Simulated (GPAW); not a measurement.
# Conductance along a series: a Sb chain with one bond drawn out, part 2 of 2

Aim: how the conductance and the thermopower change along a series of junctions, a Sb chain with one bond drawn out.

GPAW 26.7.0; GPAW LCAO, PAW setups; Landauer transmission from Green's functions with principal layers (ASE), zero bias.

So far, transmission at the Fermi level (one spin): step 2 (junction, stretch 0.2 Å) 2.87; step 3 (stretch 0.5 Å) 2.28; step 4 (stretch 0.8 Å) 1.52; step 5 (stretch 1.2 Å) 0.734; step 6 (stretch 1.6 Å) 0.311.

## Step 7: Junction: stretch = 2.0

The cell differs from the one that the last finished run ended in (c 23.600 → 24.000 Å).

Contents of run.py:

```python
import json
import numpy as np
from ase import Atoms
from ase.transport.calculators import TransportCalculator
from gpaw import GPAW, FermiDirac
from gpaw.lcao.tools import get_lcao_hamiltonian
from scipy.linalg import eigh

# The junction with lead layers at both ends, along the third cell vector
device = Atoms(
    ['Sb', 'Sb', 'Sb', 'Sb', 'Sb', 'Sb', 'Sb', 'Sb'],
    positions=[
        [4.50000, 4.50000, 1.37500],
        [4.50000, 4.50000, 4.12500],
        [4.50000, 4.50000, 6.87500],
        [4.50000, 4.50000, 9.62500],
        [4.50000, 4.50000, 14.37500],
        [4.50000, 4.50000, 17.12500],
        [4.50000, 4.50000, 19.87500],
        [4.50000, 4.50000, 22.62500]],
    cell=[[9.0, 0.0, 0.0], [0.0, 9.0, 0.0], [0.0, 0.0, 24.0]],
    pbc=True)

# One principal layer of the lead: the first 2 atoms of the device
lead = Atoms(
    ['Sb', 'Sb'],
    positions=[
        [4.50000, 4.50000, 1.37500],
        [4.50000, 4.50000, 4.12500]],
    cell=[[9.0, 0.0, 0.0], [0.0, 9.0, 0.0], [0.0, 0.0, 5.5]],
    pbc=True)

settings = dict(mode='lcao', basis='dzp', xc='RPBE', h=0.2,
                occupations=FermiDirac(0.1), maxiter=250,
                mixer=dict(beta=0.1, nmaxold=8, weight=100.0),
                convergence=dict(density=0.0001))
energies = np.arange(-2, 2 + 1e-9, 0.05)
eta = 0.0001
n1, n2 = 1, 1
# k and -k transmit alike, so half of the mesh across the current serves
mesh = [(i, j) for i in range(n1) for j in range(n2) if (i, j) <= (-i % n1, -j % n2)]
weights = np.array([1 if (i, j) == (-i % n1, -j % n2) else 2 for i, j in mesh]) / (n1 * n2)

# [... helper functions left out ...]
fermi_lead = ground_state(lead, (1, 1, 20), 'lead.txt')
fermi_device = ground_state(device, (1, 1, 3), 'device.txt')
# [... loop over the mesh left out, but for ...]
        # Shift the lead onto the potential of the device's first layer
        shift = ((H[:, 0, 0] - H0[:, 0, 0]) / S0[0, 0]).real.mean()
# [...]
kT = 8.617333e-5 * 77
bias = [0.1, 0.2, 0.5, 1.0, 1.5, 2.0]
# [... integrals and printing left out ...]
```

The run is started by

```
$ OMP_NUM_THREADS=1 OPENBLAS_NUM_THREADS=1 python run.py
```

The log of the run:

```text
basis functions: device 184, principal layer 46
Fermi level: lead -3.0809 eV, device -3.1281 eV; lead shifted by -0.0453 eV
largest coupling past the next layer 7.85e-05 eV, largest misfit of the first layer 0.068 eV
  E-E_F (eV)   T (one spin)  [channel counts left out]
    -2.000    3.6527e-02
    -1.950    3.7461e-02
    -1.900    3.8412e-02
[...]
1.950    1.4441e-01
     2.000    1.4654e-01
conductance at 77 K: 0.12149 G0 a cell; thermopower -0.6595 uV/K
current from the zero-bias T(E) at 0.1 V: 0.94104 uA
current from the zero-bias T(E) at 0.2 V: 1.8807 uA
current from the zero-bias T(E) at 0.5 V: 4.6792 uA
current from the zero-bias T(E) at 1.0 V: 9.2167 uA
current from the zero-bias T(E) at 1.5 V: 13.549 uA
current from the zero-bias T(E) at 2.0 V: 17.693 uA
```

Run time: 21 s. Hardware: 1 thread of Arm Neoverse V2, shared host; peak memory 0.79 GiB.

One spin. Table of transmission, zone mean by energy, zero at the Fermi level:

```tsv
energy (eV)	transmission, zone mean
-2.000	0.0365
-1.500	0.0491
-1.000	0.0689
-0.500	0.0939
0.000	0.122
0.500	0.135
1.000	0.141
1.500	0.145
2.000	0.147
```

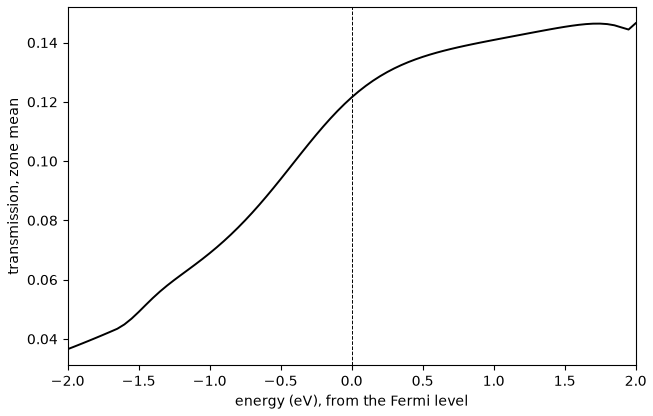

Transmission, zone mean, plotted against energy.

The conductance, 0.121 G₀, lies 61 % below that of the member before.

## Step 8: Member of the series: stretch = 2.6

The cell differs from the one that the last finished run ended in (c 24.000 → 24.600 Å).

Edit run.py of step 7 so:

```diff
@@ -16,7 +16,7 @@
         [4.50000, 4.50000, 9.62500],
-        [4.50000, 4.50000, 14.37500],
-        [4.50000, 4.50000, 17.12500],
-        [4.50000, 4.50000, 19.87500],
-        [4.50000, 4.50000, 22.62500]],
-    cell=[[9.0, 0.0, 0.0], [0.0, 9.0, 0.0], [0.0, 0.0, 24.0]],
+        [4.50000, 4.50000, 14.97500],
+        [4.50000, 4.50000, 17.72500],
+        [4.50000, 4.50000, 20.47500],
+        [4.50000, 4.50000, 23.22500]],
+    cell=[[9.0, 0.0, 0.0], [0.0, 9.0, 0.0], [0.0, 0.0, 24.6]],
     pbc=True)
```

The log of the run:

```text
basis functions: device 184, principal layer 46
Fermi level: lead -3.0809 eV, device -3.1500 eV; lead shifted by -0.0446 eV
largest coupling past the next layer 7.85e-05 eV, largest misfit of the first layer 0.068 eV
  E-E_F (eV)   T (one spin)  [channel counts left out]
    -2.000    7.1711e-03
    -1.950    7.4002e-03
    -1.900    7.6355e-03
[...]
1.950    4.7962e-02
     2.000    4.9010e-02
conductance at 77 K: 0.02711 G0 a cell; thermopower -0.8064 uV/K
current from the zero-bias T(E) at 0.1 V: 0.21001 uA
current from the zero-bias T(E) at 0.2 V: 0.41985 uA
current from the zero-bias T(E) at 0.5 V: 1.0467 uA
current from the zero-bias T(E) at 1.0 V: 2.0759 uA
current from the zero-bias T(E) at 1.5 V: 3.0831 uA
current from the zero-bias T(E) at 2.0 V: 4.0775 uA
```

Elapsed: 20 s, on 1 thread; peak memory 0.81 GiB.

One spin. Transmission, zone mean against energy, zero at the Fermi level:

```tsv
energy (eV)	transmission, zone mean
-2.000	0.00717
-1.500	0.0102
-1.000	0.0147
-0.500	0.0205
0.000	0.0271
0.500	0.0320
1.000	0.0365
1.500	0.0421
2.000	0.0490
```

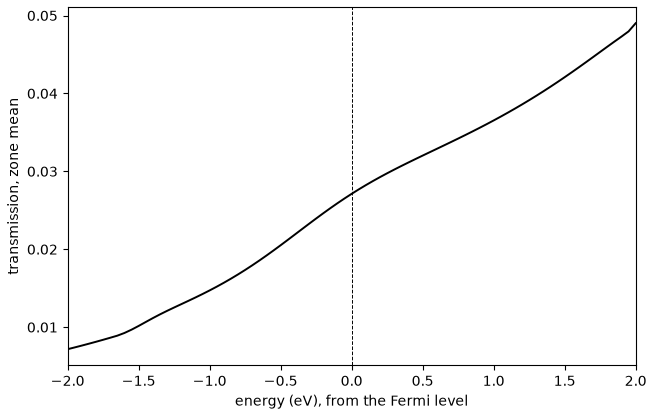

Transmission, zone mean, plotted against energy.

The conductance, 0.0271 G₀, lies 78 % below that of the member before.

## Step 9: Member of the series, box 9 × 9 × 25.2 Å: stretch = 3.2

The cell differs from the one that the last finished run ended in (c 24.600 → 25.200 Å).

Edit run.py of step 8 so:

```diff
@@ -16,7 +16,7 @@
         [4.50000, 4.50000, 9.62500],
-        [4.50000, 4.50000, 14.97500],
-        [4.50000, 4.50000, 17.72500],
-        [4.50000, 4.50000, 20.47500],
-        [4.50000, 4.50000, 23.22500]],
-    cell=[[9.0, 0.0, 0.0], [0.0, 9.0, 0.0], [0.0, 0.0, 24.6]],
+        [4.50000, 4.50000, 15.57500],
+        [4.50000, 4.50000, 18.32500],
+        [4.50000, 4.50000, 21.07500],
+        [4.50000, 4.50000, 23.82500]],
+    cell=[[9.0, 0.0, 0.0], [0.0, 9.0, 0.0], [0.0, 0.0, 25.2]],
     pbc=True)
```

The log of the run:

```text
basis functions: device 184, principal layer 46
Fermi level: lead -3.0809 eV, device -3.1716 eV; lead shifted by -0.0438 eV
largest coupling past the next layer 7.85e-05 eV, largest misfit of the first layer 0.068 eV
  E-E_F (eV)   T (one spin)  [channel counts left out]
    -2.000    1.2561e-03
    -1.950    1.3024e-03
    -1.900    1.3501e-03
[...]
1.950    1.1774e-02
     2.000    1.2077e-02
conductance at 77 K: 0.0051201 G0 a cell; thermopower -0.9381 uV/K
current from the zero-bias T(E) at 0.1 V: 0.039669 uA
current from the zero-bias T(E) at 0.2 V: 0.079328 uA
current from the zero-bias T(E) at 0.5 V: 0.19818 uA
current from the zero-bias T(E) at 1.0 V: 0.39574 uA
current from the zero-bias T(E) at 1.5 V: 0.59364 uA
current from the zero-bias T(E) at 2.0 V: 0.79455 uA
```

Run time: 20 s. Hardware: 1 thread; peak memory 0.81 GiB.

The conductance, 0.00512 G₀, lies a factor of 5.3 below that of the member before.

## Step 10: Comparing the runs

Times are for 1 thread of Arm Neoverse V2, shared host. Results by setting:

```tsv
no.	stretch (Å)	conductance (G₀)	time	memory (GiB)
1	0.2	2.872	20 s	0.76
2	0.5	2.283	21 s	0.76
3	0.8	1.520	21 s	0.77
4	1.2	0.7336	21 s	0.77
5	1.6	0.3111	20 s	0.79
6	2	0.1215	21 s	0.79
7	2.6	0.02711	20 s	0.81
8	3.2	0.005120	20 s	0.81
```

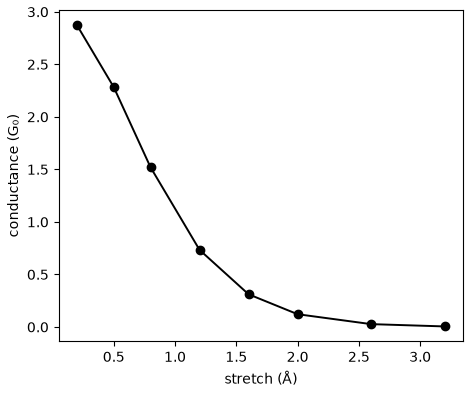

The series as plots.

The runs together. Transmission, zone mean against energy, zero at the Fermi level:

```tsv
energy (eV)	0.2	0.5	1.2	1.6	2.6	3.2
-2.0000	0.968	0.800	0.262	0.103	0.00717	0.00126
-1.7500	0.969	0.810	0.280	0.114	0.00838	0.00150
-1.5000	2.02	1.07	0.325	0.133	0.0102	0.00184
-1.2500	2.55	1.50	0.399	0.162	0.0125	0.00227
-1.0000	2.67	1.71	0.447	0.183	0.0147	0.00271
-0.7500	2.77	1.90	0.510	0.210	0.0173	0.00322
-0.5000	2.83	2.08	0.592	0.245	0.0205	0.00381
-0.2500	2.86	2.22	0.675	0.282	0.0239	0.00447
0.0000	2.87	2.28	0.734	0.311	0.0271	0.00512
0.2500	2.88	2.30	0.759	0.327	0.0298	0.00575
0.3500	2.88	2.30	0.761	0.331	0.0307	0.00600
0.5000	2.88	2.29	0.757	0.333	0.0320	0.00638
0.5500	2.88	2.28	0.755	0.333	0.0325	0.00651
0.7500	2.87	2.25	0.740	0.332	0.0342	0.00705
1.0000	2.85	2.20	0.712	0.327	0.0365	0.00780
1.2500	2.83	2.13	0.676	0.320	0.0391	0.00866
1.5000	2.78	2.00	0.629	0.310	0.0421	0.00965
1.7500	2.68	1.72	0.558	0.295	0.0453	0.0108
2.0000	0.973	0.850	0.452	0.271	0.0490	0.0121
```

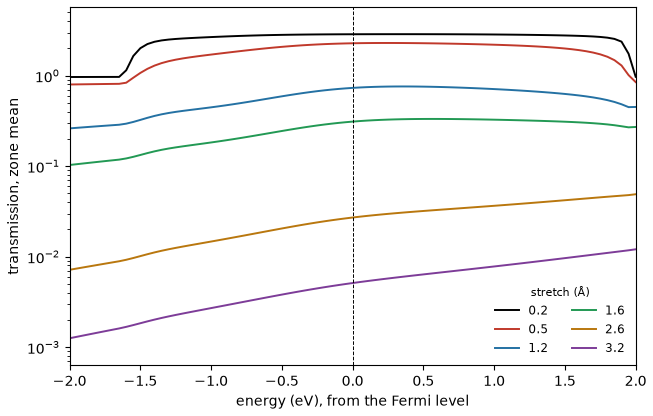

Transmission, zone mean against energy.

The runs together. Table of current through one cell, from the zero-bias transmission by bias:

```tsv
bias (V)	0.2 (μA)	0.5 (μA)	1.2 (μA)	1.6 (μA)	2.6 (μA)	3.2 (μA)
0.100	22.3	17.7	5.68	2.41	0.210	0.0397
0.200	44.5	35.4	11.4	4.82	0.420	0.0793
0.500	111	88.1	28.2	12.0	1.05	0.198
1.000	222	174	55.2	23.5	2.08	0.396
1.500	332	257	80.4	34.3	3.08	0.594
2.000	440	335	104	44.5	4.08	0.795
```

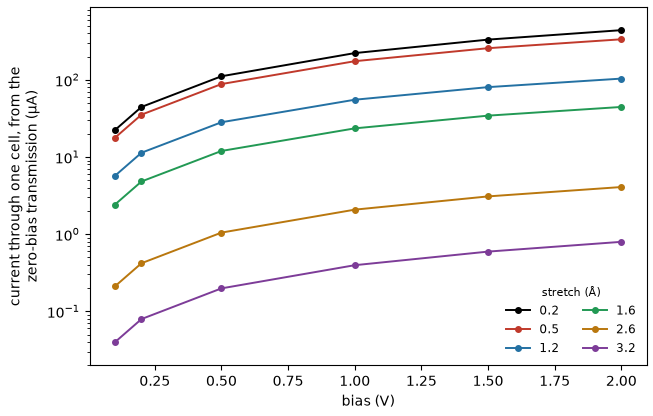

Current through one cell, from the zero-bias transmission, plotted against bias.

## Step 11: Density threshold 1e-06, temperature 150: conv = 1e-06 and temperature = 150

The Hamiltonian is taken from the last density. The density threshold is one of the tests that end the cycle; the energy must settle too, so a loose value may not be the test that decides. Temperature enters only through the Fermi window.

Edit run.py of step 9 so:

```diff
@@ -16,7 +16,7 @@
         [4.50000, 4.50000, 9.62500],
-        [4.50000, 4.50000, 15.57500],
-        [4.50000, 4.50000, 18.32500],
-        [4.50000, 4.50000, 21.07500],
-        [4.50000, 4.50000, 23.82500]],
-    cell=[[9.0, 0.0, 0.0], [0.0, 9.0, 0.0], [0.0, 0.0, 25.2]],
+        [4.50000, 4.50000, 13.97500],
+        [4.50000, 4.50000, 16.72500],
+        [4.50000, 4.50000, 19.47500],
+        [4.50000, 4.50000, 22.22500]],
+    cell=[[9.0, 0.0, 0.0], [0.0, 9.0, 0.0], [0.0, 0.0, 23.6]],
     pbc=True)
@@ -35,3 +35,3 @@
                 mixer=dict(beta=0.1, nmaxold=8, weight=100.0),
-                convergence=dict(density=0.0001))
+                convergence=dict(density=1e-06))
 energies = np.arange(-2, 2 + 1e-9, 0.05)
@@ -50,3 +50,3 @@
 # [...]
-kT = 8.617333e-5 * 77
+kT = 8.617333e-5 * 150
 bias = [0.1, 0.2, 0.5, 1.0, 1.5, 2.0]
```

The log of the run:

```text
basis functions: device 184, principal layer 46
Fermi level: lead -3.0808 eV, device -3.1156 eV; lead shifted by -0.0458 eV
largest coupling past the next layer 7.85e-05 eV, largest misfit of the first layer 0.067 eV
  E-E_F (eV)   T (one spin)  [channel counts left out]
    -2.000    1.0320e-01
    -1.950    1.0529e-01
    -1.900    1.0741e-01
    -1.850    1.0954e-01
    -1.800    1.1170e-01
    -1.750    1.1388e-01
    -1.700    1.1608e-01
    -1.650    1.1830e-01
    -1.600    1.2191e-01
    -1.550    1.2700e-01
    -1.500    1.3312e-01
    -1.450    1.3967e-01
    -1.400    1.4602e-01
    -1.350    1.5179e-01
    -1.300    1.5692e-01
    -1.250    1.6153e-01
[...]
1.650    3.0218e-01
     1.700    2.9869e-01
     1.750    2.9461e-01
     1.800    2.8973e-01
     1.850    2.8380e-01
     1.900    2.7646e-01
     1.950    2.6894e-01
     2.000    2.7144e-01
conductance at 150 K: 0.31108 G0 a cell; thermopower -1.072 uV/K
current from the zero-bias T(E) at 0.1 V: 2.4096 uA
current from the zero-bias T(E) at 0.2 V: 4.815 uA
current from the zero-bias T(E) at 0.5 V: 11.967 uA
current from the zero-bias T(E) at 1.0 V: 23.483 uA
current from the zero-bias T(E) at 1.5 V: 34.324 uA
current from the zero-bias T(E) at 2.0 V: 44.5 uA
```

The job ended after 24 s (1 thread; peak memory 0.79 GiB).

Numbers from this step:

```
conductance                                 : 0.3111 G₀
largest misfit of the first principal layer : 0.06654 eV
shift that aligns the lead                  : -0.04575 eV
transmission at the Fermi level (one spin)  : 0.3112
```

One spin. Table of transmission, zone mean by energy, zero at the Fermi level:

```tsv
energy (eV)	transmission, zone mean
-2.0000	0.103
-1.7500	0.114
-1.5000	0.133
-1.2500	0.162
-1.0000	0.183
-0.7500	0.210
-0.5000	0.245
-0.2500	0.282
0.0000	0.311
0.2500	0.327
0.5000	0.333
0.5500	0.333
0.7500	0.332
1.0000	0.327
1.2500	0.320
1.5000	0.310
1.7500	0.295
2.0000	0.271
```

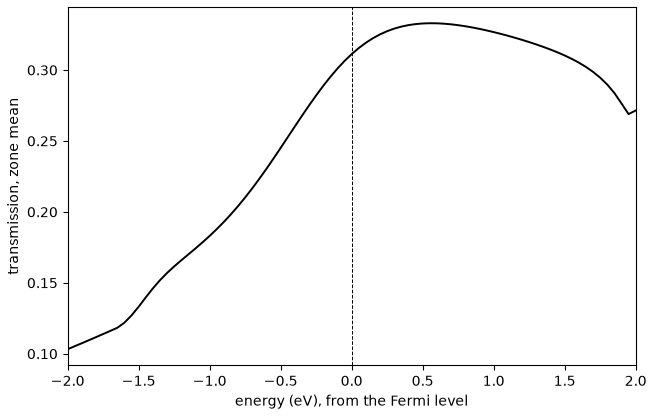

Transmission, zone mean, plotted against energy.

Not self-consistent under bias; the bias window is split evenly. The current through one cell, from the zero-bias transmission by bias:

```tsv
bias (V)	current through one cell, from the zero-bias transmission (μA)
0.100	2.41
0.200	4.81
0.500	12.0
1.000	23.5
1.500	34.3
2.000	44.5
```

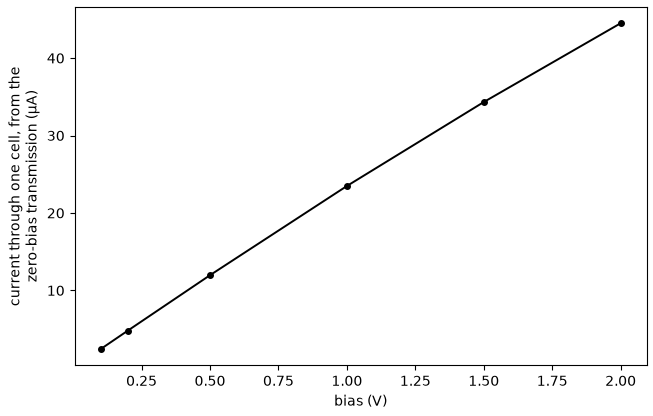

Current through one cell, from the zero-bias transmission against bias.

Table of transmission of the three most open eigenchannels by energy, zero at the Fermi level:

```tsv
energy (eV)	channel 1	channel 2	channel 3
-2.000	0.103	5.4e-12	0
-1.500	0.125	0.00403	0.00403
-1.000	0.148	0.0174	0.0174
-0.500	0.171	0.0371	0.0371
0.000	0.192	0.0598	0.0598
0.500	0.210	0.0612	0.0612
1.000	0.229	0.0489	0.0489
1.500	0.249	0.0307	0.0307
2.000	0.271	1.4e-10	1.4e-10
```

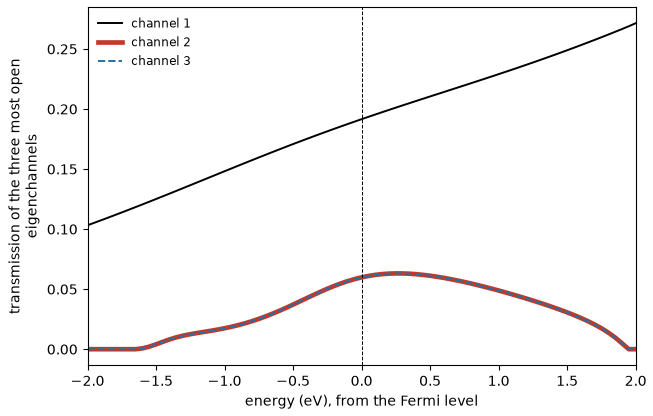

Transmission of the three most open eigenchannels, plotted against energy.

With these changes, and at 150 K in place of 77 K, the conductance is 0.311 G₀ against 0.311 in the unchanged run; T at the Fermi level, which temperature doesn't enter, is 0.311 against 0.311.

## Step 12: What came out

```yaml
conductance_first_and_last_member: 2.87 and 0.00512 G₀
largest_and_smallest: 2.87 and 0.00512 G₀
```

As the extra bond length goes from 0.2 to 3.2 Å, the conductance goes from 2.87 to 0.00512 G₀. The conductance falls at every step of the series. The geometry was built from estimated bond lengths and not relaxed, so the numbers describe this model structure. Spin-orbit coupling is left out, which matters for the heavy atoms here. An evenly spaced straight chain is an idealisation: free chains tend to dimerise, zigzag or, where a band edge lies near the Fermi level, turn magnetic. The currents use the zero-bias T(E) throughout, which holds only while the bias is small against the distance to the nearest feature. The energy step is wider than the thermal energy, so the conductance and thermopower rest on interpolation of T(E). Atomic orbitals end short of the vacuum, so tunnelling across a wide gap comes out too low.

[Logs are printed without paths, hosts, clocks, repeated set-up lines and the standing remarks that a program may print on its own settings, such as how far it seeks lower states.]

[Hosts, paths, dates, database ids (printed as entryN), source tags and the programs' standing remarks are cut or masked in the printed files.]
